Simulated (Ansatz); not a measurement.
**Run report: FeCo₃, geometry relaxation (part 3 of 3)**

Continued. System: FeCo₃ (4 atoms in the cell). Method: DFT PBEsol, scalar-relativistic, plane waves, PAW, spin-polarised (Ansatz 0.2.0); cutoff 420 eV, 12×12×12 k-mesh, Gaussian smearing of 0.1 eV, collinear spins. The structure derives from a Materials Project entry. It belongs to a series of runs on one base structure; here: ferrimagnetic in the cell, signs +---.

Geometry of the input (Å; fractional positions):
```
3.5357  0.0000  0.0000
0.0000  3.5357  0.0000
0.0000  0.0000  3.5357
Fe 0.0000  0.0000  0.0000
Co 0.5000  0.5000  0.0000
Co 0.5000  0.0000  0.5000
Co 0.0000  0.5000  0.5000
```

The program's output, continued:
```
SCF iter   1: F=—  HF=-19727.740661 eV  |F-HF|=—  |Δ(HF+E_count)|=         —  Δρ=1.38e-6 (↑8.71e-7 ↓1.38e-6)  dr2=9.47e-10  dr2_m=9.60e-11  M=7.183 μB ∫|m|=7.636 μB  β_m=0.30  ethr=7.70e-9  ⟨swp⟩=4.0  Hψ=52465  notcnv=0
spin=Collinear: Kerker preconditioning applied to the charge; magnetization (m = ρ↑ − ρ↓) channel mixes plain (no charge-response kernel on spin).
SCF iter   2: F=—  HF=-19727.740661 eV  |F-HF|=—  |Δ(HF+E_count)|=   9.19e-8  Δρ=6.27e-7 (↑4.42e-7 ↓6.27e-7)  dr2=6.31e-11  dr2_m=5.81e-11  M=7.183 μB ∫|m|=7.636 μB  β_m=0.43  ethr=1.41e-12  ⟨swp⟩=2.9  Hψ=15993  notcnv=0  defer=1
SCF iter   3: F=—  HF=-19727.740661 eV  |F-HF|=—  |Δ(HF+E_count)|=  6.18e-11  Δρ=1.97e-6 (↑8.98e-7 ↓1.97e-6)  dr2=2.49e-9  dr2_m=1.41e-10  M=7.183 μB ∫|m|=7.636 μB  β_m=0.43  ethr=1.00e-12  ⟨swp⟩=6.4  Hψ=31270  notcnv=0
SCF iter   4: F=—  HF=-19727.740661 eV  |F-HF|=—  |Δ(HF+E_count)|=  1.46e-10  Δρ=3.96e-7 (↑2.21e-7 ↓3.96e-7)  dr2=1.13e-10  dr2_m=5.78e-12  M=7.183 μB ∫|m|=7.636 μB  β_m=0.61  ethr=1.00e-12  ⟨swp⟩=1.5  Hψ=8317  notcnv=0
SCF iter   5: F=—  HF=-19727.740661 eV  |F-HF|=—  |Δ(HF+E_count)|=    0.00e0  Δρ=4.13e-7 (↑4.13e-7 ↓1.57e-7)  dr2=7.06e-11  dr2_m=6.88e-12  M=7.183 μB ∫|m|=7.636 μB  β_m=0.48  ethr=1.00e-12  ⟨swp⟩=2.5  Hψ=10802  notcnv=0
SCF iter   6: F=-19727.740661 eV  HF=-19727.740661 eV  |F-HF|=2.55e-11  |Δ(HF+E_count)|=  1.46e-11  Δρ=2.23e-7 (↑2.23e-7 ↓1.84e-7)  dr2=3.07e-11  dr2_m=3.76e-12  M=7.183 μB ∫|m|=7.636 μB  ethr=1.00e-12  ⟨swp⟩=2.5  Hψ=22363  notcnv=0
the starting moments were not kept: 3 of 4 ended reversed and 1 kept their direction, counting a site from 0.1 of the cell's largest site moment. The largest reversed, site 1 (counted from 0, in the order of the report's site_moments_mub), started with -3.0 μB and closes at +1.6e0 μB in its sphere.
SCF 7 converged in 6 iterations: F = -19727.740661 eV  dr2 = 3.07e-11
relax step   7: F+E_penalty+E_count = -19727.74066148 eV  Δ(F+E_penalty+E_count) = +1.628e-5 eV  max|allowed force component| = 3.392e-29 eV/Å  Δτ_max = 0.0000 Å  P = -0.000 GPa  Ω = 42.423 Å³  stress off target by 3.03e-4 GPa  SCF on the basis re-selected at this cell (its energy is not comparable with the rows above)  (6 SCF iters)
```

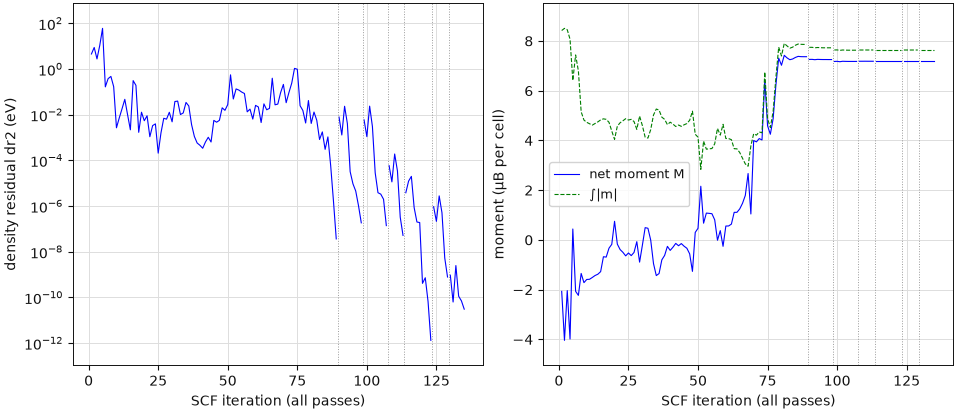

Convergence of the self-consistent field: density residual dr2 and magnetic moment against the SCF iteration. The dotted lines part the SCF passes of the relaxation: geometry steps, rejected trials and re-solves on a re-selected basis. The 7 passes take 6 to 89 iterations each, 135 in all. The net moment goes from −2.1 to 7.2 μB per cell, with excursions between −4.0 and 7.4 on the way.

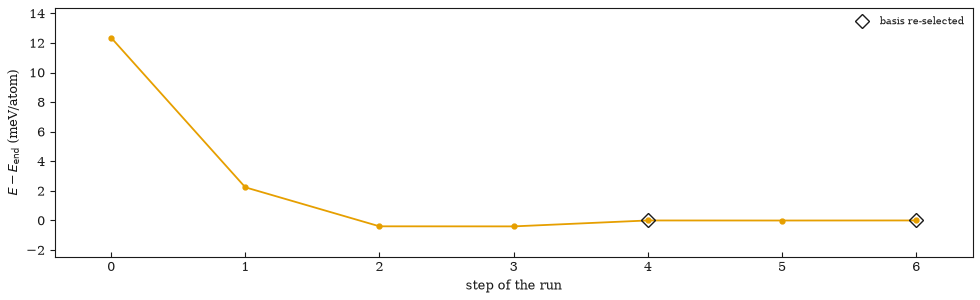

Progress of the relaxation, step by step (the first geometry is step 0 here and step 1 in the log).

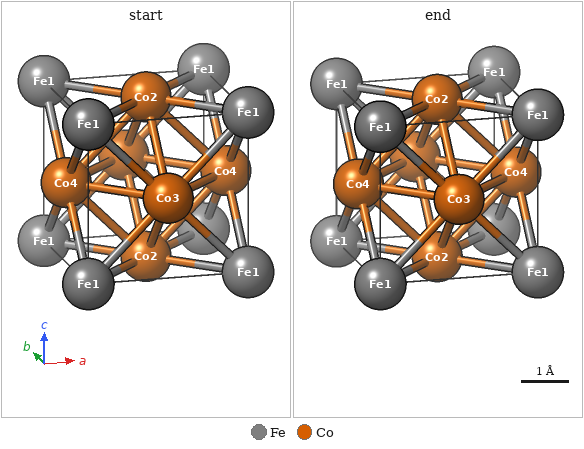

Before (left) and after (right) the relaxation, at one scale (ball-and-stick view of the cell of the calculation, seen slightly off an axis). Over 4 geometry steps the energy falls by 12.4 meV per atom. All forces vanish by symmetry, so only the cell relaxes. Pressure: −8.48 GPa at the start and 0.00 GPa at the end. The basis was re-selected once at an unchanged geometry, which shifts the energy a little without any move. No atom moves by more than 0.005 Å relative to the cell. The drawn cell changes as follows: a = b = c 3.536 → 3.488 Å (−1.4 %); the volume changes by −4.0 %. Among the contacts that change: Fe1–Co2 2.500 → 2.466 Å, Co2–Co3 2.500 → 2.466 Å. The space group stays Pm-3m (No. 221). The energy change given includes the shifts at the re-selections in mid-walk, which come without any move. A last SCF at the same geometry on a re-selected plane-wave basis shifts the energy by +0.0 meV per atom. (Atoms are counted from 1 in the order of the input.)

```
basis re-selected at this cell: Δ(F+E_penalty+E_count) = +1.628e-5 eV, ΔP = -0.000 GPa vs the last step (what re-selecting the basis moved, of the pressure what is left beyond the Pulay correction that the steps carried, after the strain that the cell walked since its last selection, with what the two solves' SCF thresholds leave and, on support functions, any second-order correction that the steps lacked; it is no measure of the basis error at this ecutwfc). This SCF's stress stands 3.03e-4 GPa from its target on what of the cell is left free (relax.cell.stress_tol is 5.00e-2 GPa) and its largest allowed force component is 3.39e-29 eV/Å (relax.f_tol is 1.00e-2 eV/Å): within both
SCF converged after 6 iterations
Magnetization: 7.1831 μB (37.0915 up, 29.9085 down)
Absolute magnetization: 7.6374 μB (∫|ρ↑−ρ↓|, with the PAW one-centre terms)
Spin contamination: 0.1045 ħ² per cell (⟨S²⟩ above its minimum at these occupations)
Per-site moments (μB) at R_I (Å): [(2.5207989921277187, 1.0172835231723303), (1.6173818247637035, 1.0172835231723303), (1.617381824763703, 1.0172835231723303), (1.6173818247637026, 1.0172835231723303)]
Free energy (F): -19727.740661 eV
Harris-Foulkes:  -19727.740661 eV  (|F-HF|=2.55e-11)
Internal energy: -19727.720793 eV  (E = F + TS)
E sigma→0 (E₀):  -19727.730727 eV
Entropy (-TS):   -0.019869 eV (-4.967 meV/atom)
Fermi energy:    19.301964 eV
--- Per-component energies (eV) ---
  E_band       = -897.857923
  E_kinetic    = 1715.961379
  E_local      = -10387.687961  (includes V_loc(G=0)·N_el)
  E_nonlocal   = 1587.446205
  E_hartree    = 4356.376781
  E_xc         = -591.790336
  E_vxc        = -766.863274  (∫ρ·V_xc dr)
  E_paw        = -5783.322045  (= ΣΔE_a)
  E_vpaw       = -1759.469666  (= ΣTr[D̂ρ^β])
  E_aug_tail   = 0.001184  (compensation charges beyond the density's cutoff)
  E_ewald      = -10625.450459
  E_core_change = 0.744459  (= ΣΔE_core)
  E_smearing   = -0.019869  (= −TS)
  E_closure    = 0.000000  (closes the sum)
  Σ components = -19727.740661   (vs F -19727.740661, Δ=0.00e0)
--- Forces (eV/Å), atoms counted from 1 ---
  atom   1  Fe     0.00000000    -0.00000000    -0.00000000
  atom   2  Co    -0.00000000     0.00000000     0.00000000
  atom   3  Co     0.00000000     0.00000000     0.00000000
  atom   4  Co    -0.00000000    -0.00000000     0.00000000
  max |Σ_I F_I| component: 1.58e-29 eV/Å
--- Stress (GPa, compression-positive) ---
       -0.000303       0.000000       0.000000
        0.000000      -0.000303       0.000000
        0.000000       0.000000      -0.000303
  P = ⅓ Tr σ = -0.0003 GPa (-0.003 kbar)
--- Band table (eV; the first three rows and the last of 168) ---
  k-point 0 ↑: bands = ["-76.3866", "-76.3251", "-76.3251", "-68.7009", "-39.8890", "-39.8890", "-39.8890", "-39.7030", "-39.7030", "-39.7030", "-39.6464", "-39.6464", "-39.6464", "-34.8757", "-34.8757", "-34.8757", "10.0828", "13.8209", "13.8209", "13.9605", "14.5751", "14.5751", "14.5751", "16.6991", "16.6991", "16.6991", "17.8310", "17.8310", "18.6300", "18.7359", "18.7359", "19.0032", "19.0032", "19.0032", "19.2382", "19.2382", "19.2382", "21.8230", "21.8230", "21.8230", "29.2568", "29.2568", "29.3774", "34.1269", "34.1269", "34.1269", "34.5099", "34.5099"]
  k-point 1 ↑: bands = ["-76.3857", "-76.3261", "-76.3252", "-68.7009", "-39.8867", "-39.8867", "-39.8852", "-39.7037", "-39.7037", "-39.7032", "-39.6504", "-39.6479", "-39.6479", "-34.8764", "-34.8759", "-34.8759", "10.1775", "13.8521", "13.8735", "14.0028", "14.6076", "14.6128", "14.6128", "16.6586", "16.7299", "16.7299", "17.7940", "17.8450", "18.5915", "18.6878", "18.7102", "18.8049", "18.8049", "19.0032", "19.1084", "19.1084", "19.2383", "21.3653", "22.1657", "22.1657", "29.2708", "29.3408", "29.8931", "33.7945", "33.7945", "33.8577", "34.2374", "34.5146"]
  k-point 2 ↑: bands = ["-76.3829", "-76.3287", "-76.3251", "-68.7009", "-39.8802", "-39.8802", "-39.8740", "-39.7058", "-39.7058", "-39.7037", "-39.6623", "-39.6520", "-39.6520", "-34.8783", "-34.8763", "-34.8763", "10.4583", "13.9179", "14.0242", "14.1375", "14.7037", "14.7266", "14.7266", "16.5411", "16.8216", "16.8216", "17.6874", "17.8861", "18.2578", "18.2578", "18.4642", "18.5484", "18.6517", "18.9130", "18.9130", "19.0035", "19.2384", "20.3123", "22.9606", "22.9606", "29.3152", "29.3757", "31.3444", "32.7513", "32.7513", "33.2039", "33.5796", "34.9204"]
  k-point 83 ↓: bands = ["-74.3785", "-74.3785", "-74.3785", "-65.7702", "-38.0673", "-37.9395", "-37.9395", "-37.9395", "-37.7373", "-37.7373", "-37.7129", "-37.7129", "-37.7129", "-32.0195", "-32.0195", "-32.0195", "14.9463", "14.9463", "14.9463", "15.0483", "18.1797", "18.1797", "18.1797", "18.3324", "18.3324", "18.3324", "18.5213", "18.5213", "18.9291", "19.0889", "19.0889", "19.0889", "20.6044", "20.6044", "20.6044", "21.0667", "21.0667", "21.0667", "21.1815", "21.1815", "27.0056", "27.0056", "27.0056", "27.2912", "40.5315", "40.5315", "40.5315", "40.5935"]
--- Relaxed structure (5 steps of the walk, 5 accepted, 2 SCFs on fresh bases) ---
  F+E_penalty+E_count = -19727.74066148 eV   max|allowed force component| = 3.392e-29 eV/Å   (the final SCF, on the basis selected at the relaxed cell)
  cell:  # Å, volume = 42.4228 Å³
    - [3.4876512854521073, -8.425943506694155e-34, 1.8456828633711007e-34]
    - [-8.425943506694155e-34, 3.4876512854521073, 0.0]
    - [3.129636159629258e-34, 0.0, 3.4876512854521073]
  atoms:
    - { symbol: Fe, position: [1.7132935479749584e-46, 1.0638852660774863e-37, 4.964797908296236e-37] }
    - { symbol: Co, position: [0.5, 0.5, -7.092568440481576e-38] }
    - { symbol: Co, position: [0.5, 3.900912642187731e-37, 0.5] }
    - { symbol: Co, position: [-5.984320185896426e-47, 0.5, 0.5] }
--- Löwdin populations: 4 sites ---
  site symbol       q [e]    m [muB]
     0     Fe     15.7994     2.5728
     1     Co     16.7684     1.6129
     2     Co     16.7684     1.6129
     3     Co     16.7684     1.6129
  spilling = 0.013366 (of n_electrons = 67.000000)
```

File populations.tsv:
```
# site	symbol	l	j	q_up	q_dn
# orbitals = lowdin
# n_electrons = 67.000000
# spilling = 0.013366
0	Fe	0_3S	-	0.992647	0.993135
0	Fe	0_4S	-	0.458875	0.482320
0	Fe	1_3P	-	2.998364	2.998113
0	Fe	2_3D	-	4.736211	2.139686
1	Co	0_3S	-	0.993030	0.993204
1	Co	0_4S	-	0.451333	0.489504
1	Co	1_3P	-	2.998670	2.998335
1	Co	2_3D	-	4.747623	3.096670
2	Co	0_3S	-	0.993030	0.993204
2	Co	0_4S	-	0.451333	0.489504
2	Co	1_3P	-	2.998670	2.998335
2	Co	2_3D	-	4.747623	3.096670
3	Co	0_3S	-	0.993030	0.993204
3	Co	0_4S	-	0.451333	0.489504
3	Co	1_3P	-	2.998670	2.998335
3	Co	2_3D	-	4.747623	3.096670
```

Trajectory as extended XYZ (Å, eV, eV/Å), 7 frames, from step=1 to step=7:
```
4
Lattice="3.5357 0.0000 0.0000 0.0000 3.5357 0.0000 0.0000 0.0000 3.5357" Properties=species:S:1:pos:R:3:forces:R:3 step=1 energy=-19727.69124 pressure_GPa=-8.48
Fe    0.0000    0.0000    0.0000    0.0000   0.0000   0.0000
Co    1.7679    1.7679    0.0000    0.0000   0.0000   0.0000
Co    1.7679    0.0000    1.7679    0.0000   0.0000   0.0000
Co    0.0000    1.7679    1.7679    0.0000   0.0000   0.0000
4
Lattice="3.5088 0.0000 0.0000 0.0000 3.5088 0.0000 0.0000 0.0000 3.5088" Properties=species:S:1:pos:R:3:forces:R:3 step=2 energy=-19727.73170 pressure_GPa=-3.98
Fe    0.0000    0.0000    0.0000    0.0000   0.0000   0.0000
Co    1.7544    1.7544    0.0000    0.0000   0.0000   0.0000
Co    1.7544    0.0000    1.7544    0.0000   0.0000   0.0000
Co    0.0000    1.7544    1.7544    0.0000   0.0000   0.0000
4
Lattice="3.4857 0.0000 0.0000 0.0000 3.4857 0.0000 0.0000 0.0000 3.4857" Properties=species:S:1:pos:R:3:forces:R:3 step=3 energy=-19727.74225 pressure_GPa=0.45
Fe    0.0000    0.0000    0.0000    0.0000   0.0000   0.0000
Co    1.7429    1.7429    0.0000    0.0000   0.0000   0.0000
Co    1.7429    0.0000    1.7429    0.0000   0.0000   0.0000
Co    0.0000    1.7429    1.7429    0.0000   0.0000   0.0000
4
Lattice="3.4879 0.0000 0.0000 0.0000 3.4879 0.0000 0.0000 0.0000 3.4879" Properties=species:S:1:pos:R:3:forces:R:3 step=4 energy=-19727.74227 pressure_GPa=0.00
Fe    0.0000    0.0000    0.0000    0.0000   0.0000   0.0000
Co    1.7440    1.7440    0.0000    0.0000   0.0000   0.0000
Co    1.7440    0.0000    1.7440    0.0000   0.0000   0.0000
Co    0.0000    1.7440    1.7440    0.0000   0.0000   0.0000
4
Lattice="3.4879 0.0000 0.0000 0.0000 3.4879 0.0000 0.0000 0.0000 3.4879" Properties=species:S:1:pos:R:3:forces:R:3 step=5 energy=-19727.74066 pressure_GPa=-0.06
Fe    0.0000    0.0000    0.0000    0.0000   0.0000   0.0000
Co    1.7440    1.7440    0.0000    0.0000   0.0000   0.0000
Co    1.7440    0.0000    1.7440    0.0000   0.0000   0.0000
Co    0.0000    1.7440    1.7440    0.0000   0.0000   0.0000
4
Lattice="3.4877 0.0000 0.0000 0.0000 3.4877 0.0000 0.0000 0.0000 3.4877" Properties=species:S:1:pos:R:3:forces:R:3 step=6 energy=-19727.74068 pressure_GPa=0.00
Fe    0.0000    0.0000    0.0000    0.0000   0.0000   0.0000
Co    1.7438    1.7438    0.0000    0.0000   0.0000   0.0000
Co    1.7438    0.0000    1.7438    0.0000   0.0000   0.0000
Co    0.0000    1.7438    1.7438    0.0000   0.0000   0.0000
4
Lattice="3.4877 0.0000 0.0000 0.0000 3.4877 0.0000 0.0000 0.0000 3.4877" Properties=species:S:1:pos:R:3:forces:R:3 step=7 energy=-19727.74066 pressure_GPa=-0.00
Fe    0.0000    0.0000    0.0000    0.0000   0.0000   0.0000
Co    1.7438    1.7438    0.0000    0.0000   0.0000   0.0000
Co    1.7438    0.0000    1.7438    0.0000   0.0000   0.0000
Co    0.0000    1.7438    1.7438    0.0000   0.0000   0.0000
```

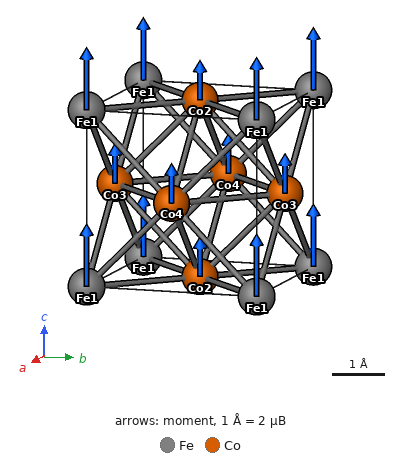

Magnetic moments of the sites as blue arrows (ball-and-stick view of the cell of the calculation, seen slightly off an axis; atoms are numbered from 1 in the order of the input); small moments hardly show. The run is collinear, so the axis drawn is arbitrary. Site moments: Fe1 (2.52 μB); all 3 Co atoms (1.62 μB). They are counted near the atoms and needn't add up to the moment of the cell.
